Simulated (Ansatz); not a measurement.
Consider this structure, Mo.

```
CELL_PARAMETERS angstrom
2.79081 0.00000 0.00000
-1.39541 2.41691 0.00000
0.00000 0.00000 4.97450
ATOMIC_POSITIONS crystal
Mo 0.33333 0.66667 0.25000
Mo 0.66667 0.33333 0.75000
```

Basis of the simulation: the input geometry of an electronic-structure calculation (not necessarily at equilibrium); the starting structure was generated, so it need not be a known form of this composition.

### Where will the first 3 clear peaks of its X-ray PDF lie (peak width σ = 0.10 Å), and from which pairs do they come?

1. 2.86 Å: Mo–Mo at 2.79–2.96 Å
2. 4.07 Å: Mo–Mo at 4.07 Å
3. 4.91 Å: Mo–Mo at 4.83–4.97 Å

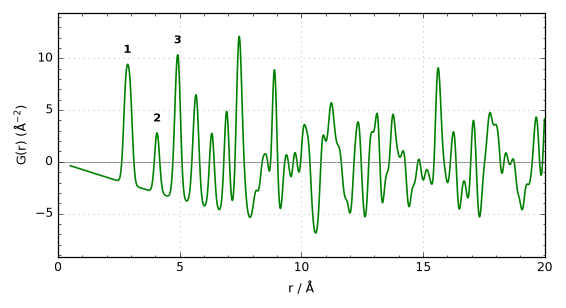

Simulated X-ray pair distribution function, G(r) = R(r)/r − 4πρ₀r, summed over the atomic distances of the structure with each pair weighted by the product of the atomic numbers (X-ray weights at Q = 0); every distance is a Gaussian of σ = 0.10 Å, damped by exp(−(Q_damp r)²/2) with Q_damp = 0.040 Å⁻¹.
